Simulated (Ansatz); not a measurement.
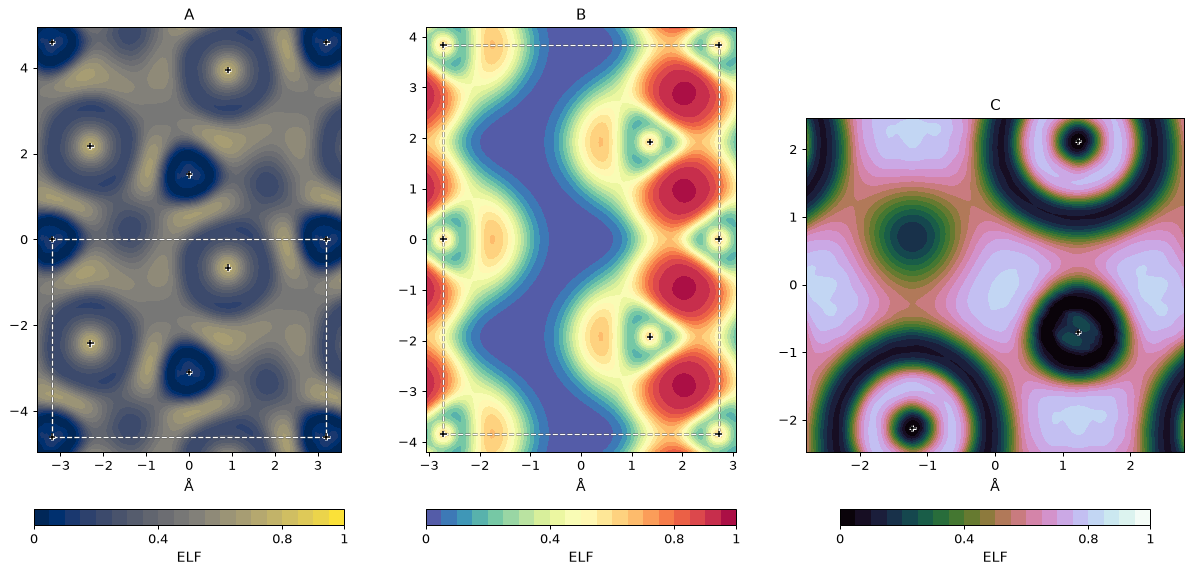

The ELF of 3 systems, each on a plane through atoms (crosses mark nuclei in the plane).

Computed with DFT r2SCAN, scalar-relativistic, plane waves, PAW in Ansatz.

System 1: Si, the (110) plane of the conventional cell. Space group Fd-3m.

```
CELL_PARAMETERS angstrom
5.43094 0.00000 0.00000
0.00000 5.43094 0.00000
0.00000 0.00000 5.43094
ATOMIC_POSITIONS crystal
Si 0.50000 0.00000 0.00000
Si 0.00000 0.50000 0.00000
Si 0.00000 0.00000 0.50000
Si 0.50000 0.50000 0.50000
Si 0.75000 0.25000 0.25000
Si 0.25000 0.75000 0.25000
Si 0.25000 0.25000 0.75000
Si 0.75000 0.75000 0.75000
```

System 2: Al₃Ni, the (010) plane of the conventional cell. Space group Pnma; a structure from a database of computed crystals, not necessarily the ambient phase; changed on purpose from its base cell (volume × 0.91, shape and atoms relaxed); computed pressure about 14 GPa in this cell; computed without spin polarisation.

System 3: Sc₂Al, the (001) plane of the conventional cell. Space group P6₃/mmc; a structure from a database of computed crystals, not necessarily the ambient phase.

```cif
data_structure
_symmetry_space_group_name_H-M 'P 1'
_symmetry_Int_Tables_number 1
_cell_length_a 4.8926
_cell_length_b 4.8926
_cell_length_c 6.1614
_cell_angle_alpha 90.000
_cell_angle_beta 90.000
_cell_angle_gamma 120.000
_cell_volume 127.73
loop_
_atom_site_label
_atom_site_type_symbol
_atom_site_fract_x
_atom_site_fract_y
_atom_site_fract_z
_atom_site_occupancy
Sc1 Sc 0.00000 0.00000 0.00000 1
Sc2 Sc 0.00000 0.00000 0.50000 1
Sc3 Sc 0.33333 0.66667 0.75000 1
Sc4 Sc 0.66667 0.33333 0.25000 1
Al1 Al 0.33333 0.66667 0.25000 1
Al2 Al 0.66667 0.33333 0.75000 1
```

### Which map belongs to which system?

Panel A is system 2, Al₃Ni: the plane holds Al and Ni. Al–Ni (2.35 Å): the ELF is about 0.45 at the midpoint. Panel B is system 1, Si: the plane holds Si. Si–Si (2.35 Å): the ELF peaks at about 0.95 between the atoms; a covalent bond. Panel C is system 3, Sc₂Al: the plane holds Sc and Al. Sc–Al (2.82 Å): the ELF peaks at about 0.60 in the valence shell of Al, 1.1 Å from its nucleus, and is about 0.35 at the midpoint.
